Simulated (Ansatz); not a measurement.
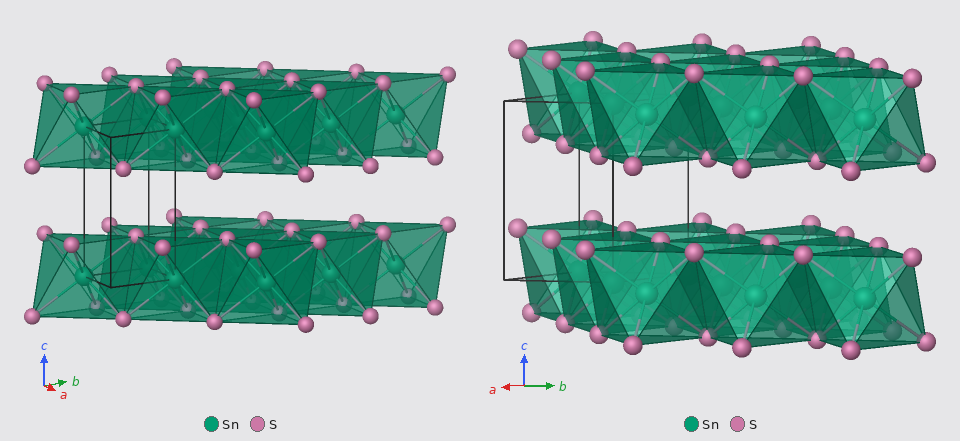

Polyhedra are drawn about Sn (bonds: S–Sn below 2.9 Å); other atoms are plain spheres. Two views of the same piece.

The compound is SnS₂ (space group P-3m1, No. 164), taken as coordinates from a relaxation in a fixed cell with DFT PBE+D3(BJ), scalar-relativistic, plane waves, PAW (Ansatz).

Sharing among the drawn polyhedra:

| site | polyhedron | corner-sharing neighbours | edge-sharing | face-sharing | bond (Å) |
| --- | --- | --- | --- | --- | --- |
| Sn | SnS6 octahedron | 0 | 6 | 0 | 2.58 |

They form layers of edge-sharing octahedra parallel to (001).
